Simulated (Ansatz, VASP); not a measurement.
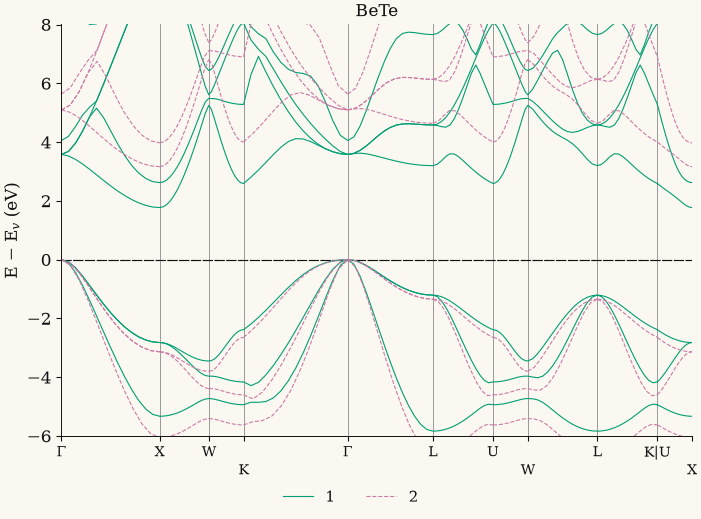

Band structures of zincblende BeTe, space group F-43m, 2 atoms in the primitive cell (cubic a = 5.540 Å), by two methods on the same cell. Each is counted from its own valence-band top.

**Which curve is which? The methods: PBE0 (VASP), LDA (Ansatz).**

1 is LDA (Ansatz); 2 is PBE0 (VASP). LDA (Ansatz) gives a gap of 1.77 eV along the path and PBE0 (VASP) gives a gap of 3.16 eV along the path.

Settings. LDA (Ansatz): Ansatz PAW, no spin polarisation, no spin-orbit coupling, 8×8×8 k mesh, 420 eV cutoff, Fermi-Dirac smearing of 0.05 eV (Ansatz). PBE0 (VASP): VASP PAW PBE potentials, release 64 (Te, Be), no spin polarisation, no spin-orbit coupling, 6×6×6 k mesh, 520 eV cutoff, Gaussian smearing of 0.02 eV (VASP 6.6.1).

The two runs differ in program as well. Spin-orbit coupling is left out, which matters for Te. The PAW data sets were made with another functional. LDA, GGA and most meta-GGA functionals understate gaps.
